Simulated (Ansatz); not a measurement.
# How much does C in Ta(100), 2x2 scatter?, part 2 of 3

Aim: the resistance that C in Ta(100), 2x2 adds to the host.

Ansatz 0.2.0; Ansatz plane-wave DFT, PBE, PAW files; ballistic transport by layer matching (Landauer), zero bias; PAW set soft_1 (the session's first sound run).

So far, resistivity per at.% scaled from this dense plane, with the factor 3/4 for isotropic scattering (µΩ cm): step 3 (resistance at ideal sites) 2.53.

### Step 4. Relaxing the neighbours

The neighbours of the defect are let go while the lead's layers stay on their sites, since a lead must repeat to 0.01 Å.

This step: Ansatz plane-wave DFT, PBE, PAW files; relaxation with the lead's layers held; PAW set soft_1 (Ansatz 0.2.0).

Input file input.yaml:

```yaml
crystal:
  lattice:
    - [6.60512, 0.0, 0.0]
    - [0.0, 6.60512, 0.0]
    - [0.0, 0.0, 29.72304]
  atoms:
    - { symbol: Ta, position: [0.0, 0.0, 0.0277777778] }
    - { symbol: Ta, position: [0.0, 0.5, 0.0277777778] }
    - { symbol: Ta, position: [0.5, 0.0, 0.0277777778] }
    - { symbol: Ta, position: [0.5, 0.5, 0.0277777778] }
    - { symbol: Ta, position: [0.25, 0.25, 0.0833333333] }
    - { symbol: Ta, position: [0.25, 0.75, 0.0833333333] }
    - { symbol: Ta, position: [0.75, 0.25, 0.0833333333] }
    - { symbol: Ta, position: [0.75, 0.75, 0.0833333333] }
    - { symbol: Ta, position: [0.0, 0.0, 0.1388888889] }
    - { symbol: Ta, position: [0.0, 0.5, 0.1388888889] }
    - { symbol: Ta, position: [0.5, 0.0, 0.1388888889] }
    - { symbol: Ta, position: [0.5, 0.5, 0.1388888889] }
    - { symbol: Ta, position: [0.25, 0.25, 0.1944444444] }
    - { symbol: Ta, position: [0.25, 0.75, 0.1944444444] }
    - { symbol: Ta, position: [0.75, 0.25, 0.1944444444] }
    - { symbol: Ta, position: [0.75, 0.75, 0.1944444444] }
    - { symbol: Ta, position: [0.0, 0.0, 0.25] }
    - { symbol: Ta, position: [0.0, 0.5, 0.25] }
    - { symbol: Ta, position: [0.5, 0.0, 0.25] }
    - { symbol: Ta, position: [0.5, 0.5, 0.25] }
    - { symbol: Ta, position: [0.25, 0.25, 0.3055555556] }
    - { symbol: Ta, position: [0.25, 0.75, 0.3055555556] }
    - { symbol: Ta, position: [0.75, 0.25, 0.3055555556] }
    - { symbol: Ta, position: [0.75, 0.75, 0.3055555556] }
    - { symbol: Ta, position: [0.0, 0.0, 0.3611111111] }
    - { symbol: Ta, position: [0.0, 0.5, 0.3611111111] }
    - { symbol: Ta, position: [0.5, 0.0, 0.3611111111] }
    - { symbol: Ta, position: [0.5, 0.5, 0.3611111111] }
    - { symbol: Ta, position: [0.25, 0.25, 0.4166666667] }
    - { symbol: Ta, position: [0.25, 0.75, 0.4166666667] }
    - { symbol: Ta, position: [0.75, 0.25, 0.4166666667] }
    - { symbol: Ta, position: [0.75, 0.75, 0.4166666667] }
    - { symbol: Ta, position: [0.0, 0.0, 0.4722222222] }
    - { symbol: Ta, position: [0.0, 0.5, 0.4722222222] }
    - { symbol: Ta, position: [0.5, 0.0, 0.4722222222] }
    - { symbol: Ta, position: [0.5, 0.5, 0.4722222222] }
    - { symbol: Ta, position: [0.25, 0.25, 0.5277777778] }
    - { symbol: Ta, position: [0.25, 0.75, 0.5277777778] }
    - { symbol: Ta, position: [0.75, 0.25, 0.5277777778] }
    - { symbol: Ta, position: [0.75, 0.75, 0.5277777778] }
    - { symbol: Ta, position: [0.0, 0.0, 0.5833333333] }
    - { symbol: Ta, position: [0.0, 0.5, 0.5833333333] }
    - { symbol: Ta, position: [0.5, 0.0, 0.5833333333] }
    - { symbol: Ta, position: [0.5, 0.5, 0.5833333333] }
    - { symbol: Ta, position: [0.25, 0.25, 0.6388888889] }
    - { symbol: Ta, position: [0.25, 0.75, 0.6388888889] }
    - { symbol: Ta, position: [0.75, 0.25, 0.6388888889] }
    - { symbol: Ta, position: [0.75, 0.75, 0.6388888889] }
    - { symbol: Ta, position: [0.0, 0.0, 0.6944444444] }
    - { symbol: Ta, position: [0.0, 0.5, 0.6944444444] }
    - { symbol: Ta, position: [0.5, 0.0, 0.6944444444] }
    - { symbol: Ta, position: [0.5, 0.5, 0.6944444444] }
    - { symbol: C, position: [0.5, 0.5, 0.5277777778] }
    - { symbol: Ta, position: [0.25, 0.25, 0.75] }
    - { symbol: Ta, position: [0.25, 0.75, 0.75] }
    - { symbol: Ta, position: [0.75, 0.25, 0.75] }
    - { symbol: Ta, position: [0.75, 0.75, 0.75] }
    - { symbol: Ta, position: [0.0, 0.0, 0.8055555556] }
    - { symbol: Ta, position: [0.0, 0.5, 0.8055555556] }
    - { symbol: Ta, position: [0.5, 0.0, 0.8055555556] }
    - { symbol: Ta, position: [0.5, 0.5, 0.8055555556] }
    - { symbol: Ta, position: [0.25, 0.25, 0.8611111111] }
    - { symbol: Ta, position: [0.25, 0.75, 0.8611111111] }
    - { symbol: Ta, position: [0.75, 0.25, 0.8611111111] }
    - { symbol: Ta, position: [0.75, 0.75, 0.8611111111] }
    - { symbol: Ta, position: [0.0, 0.0, 0.9166666667] }
    - { symbol: Ta, position: [0.0, 0.5, 0.9166666667] }
    - { symbol: Ta, position: [0.5, 0.0, 0.9166666667] }
    - { symbol: Ta, position: [0.5, 0.5, 0.9166666667] }
    - { symbol: Ta, position: [0.25, 0.25, 0.9722222222] }
    - { symbol: Ta, position: [0.25, 0.75, 0.9722222222] }
    - { symbol: Ta, position: [0.75, 0.25, 0.9722222222] }
    - { symbol: Ta, position: [0.75, 0.75, 0.9722222222] }
kpoints:
  mp_grid: { grid: [4, 4, 1] }
hamiltonian:
  xc: pbe
  pseudopotentials: { kind: paw, azcp: { folder: soft_1 } }
scf:
  occupations: { method: fermi_dirac, width: 0.1 }
relax:
  f_tol: 0.03
  max_steps: 40
  constraints:
    - { sites: [0, 1, 2, 3, 4, 5, 6, 7, 8, 9, 10, 11, 12, 13, 14, 15, 16, 17, 18, 19, 53, 54, 55, 56, 57, 58, 59, 60, 61, 62, 63, 64, 65, 66, 67, 68, 69, 70, 71, 72] }
```

Launch:

```
$ ansatz run input.yaml --threads 4 --pin off --max-ram 15360MiB --backend cpu --events-out ev --progress --plain --runs-dir out
```

Numbers of over 12 decimals in the logs are rounded to 6 here.

Output:

```text
Warning: crystal.symmetry: narrowed to the stabiliser of the relax constraints — unitary ops 16 → 8; lowered at sites 20, 21, 22, 23, 53, 54, 55, 56 (the operations that carried what is held of a site onto what its image site leaves free; the constrained walk keeps no symmetry that its constraints do not admit)
[...]
Crystal: 73 atoms, lattice volume = 1296.745 Å³
Basis set: ecut = 420 eV, 25307 PW (Γ), exchange–correlation on 90×90×400 points (8 copies of the dense FFT grid, shifted against one another)
Bands: 564, of which v1, the nominal top of the filled ones, is band 470 counted from 1 (469 counted from 0)
Symmetry: 8 space group operations
k-points: 6 of 16
[...]
SCF iter   1: F=—  HF=-715477.169380 eV  |F-HF|=—  |Δ(HF+E_count)|=         —  Δρ=7.06e-2  dr2=5.89e3  ethr=3.10e-3  ⟨swp⟩=6.5  Hψ=13767  notcnv=0  defer=1
[...]
SCF iter   9: F=-715439.740356 eV  HF=-715439.740358 eV  |F-HF|=2.48e-6  |Δ(HF+E_count)|=   3.53e-6  Δρ=1.23e-5  dr2=2.85e-6  ethr=2.39e-9  ⟨swp⟩=4.0  Hψ=8330  notcnv=0
SCF 1 converged in 9 iterations: F = -715439.740356 eV  dr2 = 2.85e-6
[...]
relax step   1: F+E_penalty+E_count = -715439.74035566 eV  Δ(F+E_penalty+E_count) = +0.000e0 eV  max|allowed force component| = 1.894e1 eV/Å  Δτ_max = 0.0000 Å  (9 SCF iters, dr2 threshold 2.25e-5 eV, accepted)
[...]
iter 1 solved again at ethr=4.93e-4 eV; its pass at ethr=3.10e-3 eV (dr2=4.63e0 eV) is discarded
[...]
SCF iter   6: F=-715444.369323 eV  HF=-715444.369325 eV  |F-HF|=1.85e-6  |Δ(HF+E_count)|=   3.81e-6  Δρ=6.64e-6  dr2=2.17e-6  ethr=3.92e-9  ⟨swp⟩=2.0  Hψ=8690  notcnv=0
SCF 2 converged in 6 iterations: F = -715444.369323 eV  dr2 = 2.17e-6
[...]
relax step   2: F+E_penalty+E_count = -715444.36932308 eV  Δ(F+E_penalty+E_count) = -4.629e0 eV  max|allowed force component| = 5.752e0 eV/Å  Δτ_max = 0.1950 Å  (6 SCF iters, dr2 threshold 1.00e-4 eV, accepted)
SCF iter   1: F=—  HF=-715446.861057 eV  |F-HF|=—  |Δ(HF+E_count)|=         —  Δρ=1.84e-2  dr2=2.09e2  ethr=3.10e-3  ⟨swp⟩=4.8  Hψ=7428  notcnv=0  defer=93
[...]
SCF iter   7: F=-715444.891397 eV  HF=-715444.891419 eV  |F-HF|=2.21e-5  |Δ(HF+E_count)|=   4.41e-6  Δρ=8.36e-6  dr2=2.25e-5  ethr=1.06e-8  ⟨swp⟩=2.0  Hψ=8089  notcnv=0
SCF 3 converged in 7 iterations: F = -715444.891397 eV  dr2 = 2.25e-5
[...]
relax step   3: F+E_penalty+E_count = -715444.89139730 eV  Δ(F+E_penalty+E_count) = -5.221e-1 eV  max|allowed force component| = 1.614e0 eV/Å  Δτ_max = 0.1944 Å  (7 SCF iters, dr2 threshold 1.00e-4 eV, accepted)
[...]
relax step   4: F+E_penalty+E_count = -715445.54623878 eV  Δ(F+E_penalty+E_count) = -6.548e-1 eV  max|allowed force component| = 2.078e-1 eV/Å  Δτ_max = 0.1382 Å  (7 SCF iters, dr2 threshold 1.00e-4 eV, accepted)
[...]
relax step   5: F+E_penalty+E_count = -715445.55166739 eV  Δ(F+E_penalty+E_count) = -5.429e-3 eV  max|allowed force component| = 4.149e-2 eV/Å  Δτ_max = 0.0096 Å  (6 SCF iters, dr2 threshold 2.70e-6 eV, accepted)
SCF iter   1: F=—  HF=-715445.554111 eV  |F-HF|=—  |Δ(HF+E_count)|=         —  Δρ=1.40e-4  dr2=1.14e-3  ethr=2.71e-6  ⟨swp⟩=2.0  Hψ=4705  notcnv=0  defer=115
[...]
SCF iter   6: F=-715445.551907 eV  HF=-715445.551907 eV  |F-HF|=4.66e-10  |Δ(HF+E_count)|=   1.40e-9  Δρ=1.04e-7  dr2=3.14e-10  ethr=1.90e-12  ⟨swp⟩=1.0  Hψ=7858  notcnv=0
SCF 6 converged in 6 iterations: F = -715445.551907 eV  dr2 = 3.14e-10
relax step   6: F+E_penalty+E_count = -715445.55190708 eV  Δ(F+E_penalty+E_count) = -2.397e-4 eV  max|allowed force component| = 5.815e-3 eV/Å  Δτ_max = 0.0034 Å  (6 SCF iters, accepted)
SCF converged after 6 iterations
Free energy (F): -715445.551907 eV
[...]
Internal energy: -715442.530888 eV  (E = F + TS)
E sigma→0 (E₀):  -715444.041398 eV
Entropy (-TS):   -3.021019 eV (-41.384 meV/atom)
Fermi energy:    18.598342 eV
[...]
--- Forces (eV/Å), atoms counted from 1 ---
  atom   1  Ta     0.00000000     0.00000000    -0.00348745
  atom   2  Ta     0.00000000     0.00000000    -0.00309764
  atom   3  Ta    -0.00000000     0.00000000    -0.00309764
  atom   4  Ta    -0.00000000     0.00000000    -0.00321439
  atom   5  Ta    -0.00258909    -0.00258909     0.00174794
  atom   6  Ta    -0.00258909     0.00258909     0.00174794
  atom   7  Ta     0.00258909    -0.00258909     0.00174794
  atom   8  Ta     0.00258909     0.00258909     0.00174794
  atom   9  Ta    -0.00000000     0.00000000    -0.01246868
  atom  10  Ta    -0.00000000     0.00000000    -0.01117969
  atom  11  Ta    -0.00000000     0.00000000    -0.01117969
  atom  12  Ta    -0.00000000     0.00000000    -0.00815521
  atom  13  Ta     0.00220736     0.00220736    -0.05453774
  atom  14  Ta     0.00220736    -0.00220736    -0.05453774
  atom  15  Ta    -0.00220736     0.00220736    -0.05453774
  atom  16  Ta    -0.00220736    -0.00220736    -0.05453774
  atom  17  Ta     0.00000000     0.00000000    -0.14946543
  atom  18  Ta     0.00000000     0.00000000    -0.25979584
  atom  19  Ta     0.00000000     0.00000000    -0.25979584
  atom  20  Ta    -0.00000000     0.00000000    -0.14393193
  atom  21  Ta    -0.00006815    -0.00006815     0.00054138
  atom  22  Ta    -0.00006815     0.00006815     0.00054138
  atom  23  Ta     0.00006815    -0.00006815     0.00054138
  atom  24  Ta     0.00006815     0.00006815     0.00054138
  atom  25  Ta    -0.00000000     0.00000000     0.00354438
  atom  26  Ta     0.00000000     0.00000000    -0.00304784
  atom  27  Ta     0.00000000     0.00000000    -0.00304784
  atom  28  Ta    -0.00000000     0.00000000     0.00378741
  atom  29  Ta    -0.00143158    -0.00143158     0.00059713
  atom  30  Ta    -0.00143158     0.00143158     0.00059713
  atom  31  Ta     0.00143158    -0.00143158     0.00059713
  atom  32  Ta     0.00143158     0.00143158     0.00059713
  atom  33  Ta     0.00000000     0.00000000     0.00581457
  atom  34  Ta     0.00000000     0.00000000    -0.00336869
  atom  35  Ta     0.00000000     0.00000000    -0.00336869
  atom  36  Ta    -0.00000000     0.00000000    -0.00174086
  atom  37  Ta     0.00026226     0.00026226     0.00146451
  atom  38  Ta     0.00026226    -0.00026226     0.00146451
  atom  39  Ta    -0.00026226     0.00026226     0.00146451
  atom  40  Ta    -0.00026226    -0.00026226     0.00146451
[...]
atom  62  Ta     0.00315573     0.00315573     0.01127343
  atom  63  Ta     0.00315573    -0.00315573     0.01127343
  atom  64  Ta    -0.00315573     0.00315573     0.01127343
  atom  65  Ta    -0.00315573    -0.00315573     0.01127343
  atom  66  Ta    -0.00000000     0.00000000    -0.00271830
  atom  67  Ta    -0.00000000     0.00000000    -0.00249349
  atom  68  Ta     0.00000000     0.00000000    -0.00249349
  atom  69  Ta    -0.00000000     0.00000000    -0.00562574
  atom  70  Ta    -0.00245006    -0.00245006     0.00700864
  atom  71  Ta    -0.00245006     0.00245006     0.00700864
  atom  72  Ta     0.00245006    -0.00245006     0.00700864
  atom  73  Ta     0.00245006     0.00245006     0.00700864
  max |Σ_I F_I| component: 5.13e-7 eV/Å
--- Relaxed structure (6 steps of the walk, 6 accepted, 0 SCFs on fresh bases) ---
  F+E_penalty+E_count = -715445.55190708 eV   max|allowed force component| = 5.815e-3 eV/Å
  atoms:
    - { symbol: Ta, position: [0.0, 0.0, 0.027778] }
    - { symbol: Ta, position: [0.0, 0.500000, 0.027778] }
    - { symbol: Ta, position: [0.500000, 0.0, 0.027778] }
    - { symbol: Ta, position: [0.500000, 0.500000, 0.027778] }
    - { symbol: Ta, position: [0.250000, 0.250000, 0.083333] }
    - { symbol: Ta, position: [0.250000, 0.750000, 0.083333] }
    - { symbol: Ta, position: [0.750000, 0.250000, 0.083333] }
    - { symbol: Ta, position: [0.750000, 0.750000, 0.083333] }
    - { symbol: Ta, position: [0.0, 0.0, 0.138889] }
    - { symbol: Ta, position: [0.0, 0.500000, 0.138889] }
    - { symbol: Ta, position: [0.500000, 0.0, 0.138889] }
    - { symbol: Ta, position: [0.500000, 0.500000, 0.138889] }
    - { symbol: Ta, position: [0.250000, 0.250000, 0.194444] }
    - { symbol: Ta, position: [0.250000, 0.750000, 0.194444] }
    - { symbol: Ta, position: [0.750000, 0.250000, 0.194444] }
    - { symbol: Ta, position: [0.750000, 0.750000, 0.194444] }
    - { symbol: Ta, position: [0.0, 0.0, 0.250000] }
    - { symbol: Ta, position: [0.0, 0.500000, 0.250000] }
    - { symbol: Ta, position: [0.500000, 0.0, 0.250000] }
    - { symbol: Ta, position: [0.500000, 0.500000, 0.250000] }
    - { symbol: Ta, position: [0.250168, 0.250168, 0.304511] }
    - { symbol: Ta, position: [0.250168, 0.749832, 0.304511] }
    - { symbol: Ta, position: [0.749832, 0.250168, 0.304511] }
    - { symbol: Ta, position: [0.749832, 0.749832, 0.304511] }
    - { symbol: Ta, position: [0, 0.0, 0.359494] }
    - { symbol: Ta, position: [0, 0.500000, 0.359363] }
    - { symbol: Ta, position: [0.500000, 0.0, 0.359363] }
    - { symbol: Ta, position: [0.500000, 0.500000, 0.358866] }
    - { symbol: Ta, position: [0.243344, 0.243344, 0.414275] }
    - { symbol: Ta, position: [0.243344, 0.756656, 0.414275] }
    - { symbol: Ta, position: [0.756656, 0.243344, 0.414275] }
    - { symbol: Ta, position: [0.756656, 0.756656, 0.414275] }
    - { symbol: Ta, position: [0, 0.0, 0.472260] }
    - { symbol: Ta, position: [0, 0.500000, 0.470626] }
    - { symbol: Ta, position: [0.500000, 0.0, 0.470626] }
    - { symbol: Ta, position: [0.500000, 0.500000, 0.459021] }
    - { symbol: Ta, position: [0.259128, 0.259128, 0.527377] }
    - { symbol: Ta, position: [0.259128, 0.740872, 0.527377] }
    - { symbol: Ta, position: [0.740872, 0.259128, 0.527377] }
    - { symbol: Ta, position: [0.740872, 0.740872, 0.527377] }
[...]
- { symbol: C, position: [0.500000, 0.500000, 0.527378] }
[...]
- { symbol: Ta, position: [0.250000, 0.250000, 0.861111] }
    - { symbol: Ta, position: [0.250000, 0.750000, 0.861111] }
    - { symbol: Ta, position: [0.750000, 0.250000, 0.861111] }
    - { symbol: Ta, position: [0.750000, 0.750000, 0.861111] }
    - { symbol: Ta, position: [0.0, 0.0, 0.916667] }
    - { symbol: Ta, position: [0.0, 0.500000, 0.916667] }
    - { symbol: Ta, position: [0.500000, 0.0, 0.916667] }
    - { symbol: Ta, position: [0.500000, 0.500000, 0.916667] }
    - { symbol: Ta, position: [0.250000, 0.250000, 0.972222] }
    - { symbol: Ta, position: [0.250000, 0.750000, 0.972222] }
    - { symbol: Ta, position: [0.750000, 0.250000, 0.972222] }
    - { symbol: Ta, position: [0.750000, 0.750000, 0.972222] }
```

The job ended after 30 min (4 threads of Arm Neoverse N1, shared host; peak memory 9 GiB; 2 h of CPU time).

Step by step:

```
step  energy less that of the first step (eV)  largest force component (eV/Å)
   1                                   0.0000                         18.9386
   2                                  -4.6290                          5.7522
   3                                  -5.1510                          1.6138
   4                                  -5.8059                          0.2078
   5                                  -5.8113                          0.0415
   6                                  -5.8116                          0.0058
```

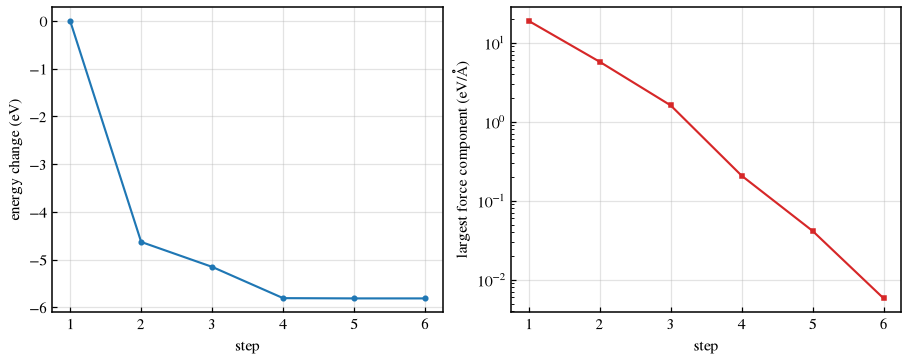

Energy and largest force along the relaxation.

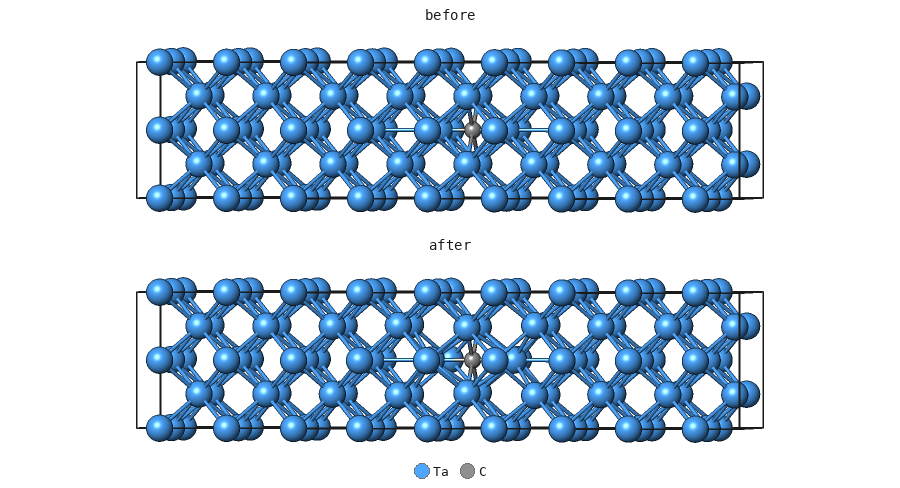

The structure before and after the relaxation, drawn at the same scale.

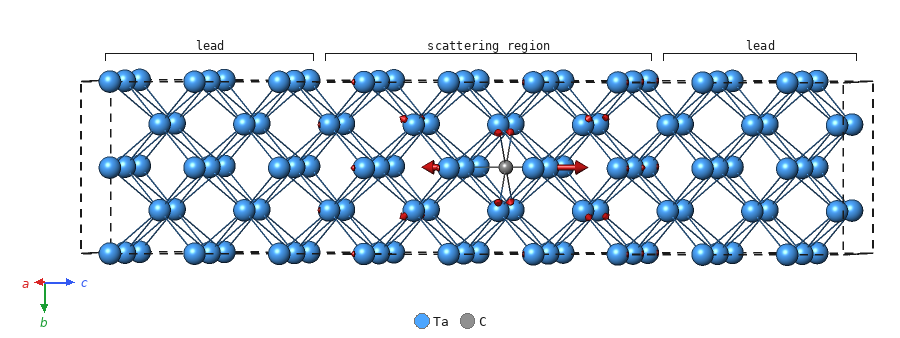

Displacements in the relaxation, exaggerated; the longest in the cell stands for 0.39 Å. Some periodic images of atoms are drawn too.

The atoms that moved most (Å):

```csv
atom,dx,dy,dz,length
Ta36,0.000,0.000,-0.392,0.392
Ta44,0.000,0.000,0.368,0.368
Ta32,0.044,0.044,-0.071,0.094
Ta30,-0.044,0.044,-0.071,0.094
Ta31,0.044,-0.044,-0.071,0.094
Ta29,-0.044,-0.044,-0.071,0.094
Ta37,0.060,0.060,-0.012,0.086
Ta39,-0.060,0.060,-0.012,0.086
```

This step gave:

* free energy: -715445.5519 eV
* energy at zero smearing: -715444.0414 eV
* Fermi energy: 18.60 eV

The largest force component on a free atom ends at 0.0058 eV/Å, under the tolerance of 0.03, after 6 steps.

[end of part 2 of 3]

[Logs are printed without paths, hosts, clocks, repeated set-up lines and the standing remarks that a program may print on its own settings, such as how far it seeks lower states.]

[Hosts, paths, dates, database ids (printed as entryN), source tags and the programs' standing remarks are cut or masked in the printed files.]
